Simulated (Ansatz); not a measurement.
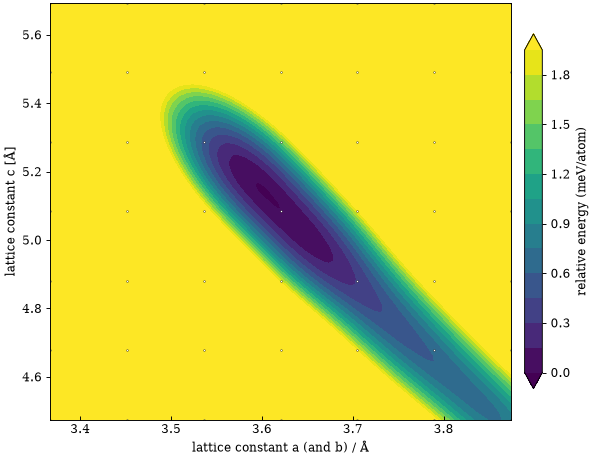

Na (I4/mmm, No. 139; 1 atom in the cell). The energy is mapped over the lattice constants a and c of the conventional cell. First axis: lattice constant a (and b). Second axis: lattice constant c. Nothing is relaxed (symmetry fixes all fractional coordinates). Grid: 7 × 7 points. Points are written as (first, second). Energies: meV/atom, counted from the lowest grid point. The calculation used DFT LDA, scalar-relativistic, plane waves, PAW (Ansatz). Settings: cutoff 520 eV, k-mesh 18×18×18, gaussian smearing 0.15 eV, no spin polarisation.

In the figure: filled contours, dots at the grid points, one colour for all values above the top of the scale. Between grid points the surface is interpolated.

Q: Estimate the position of the minimum and the force constants in these coordinates.

A: The interpolated minimum is at lattice constant a (and b) ≈ 3.612 Å, lattice constant c ≈ 5.116 Å. The curvatures there are about 0.59 eV/Å² and 0.077 eV/Å², with a cross term of about 0.2 eV/Å² (per cell of 1 atoms). Round the minimum the valley is strongly tilted: raising lattice constant a (and b) shifts the best value of lattice constant c downwards (coupling k₁₂/√(k₁₁k₂₂) about 0.9).
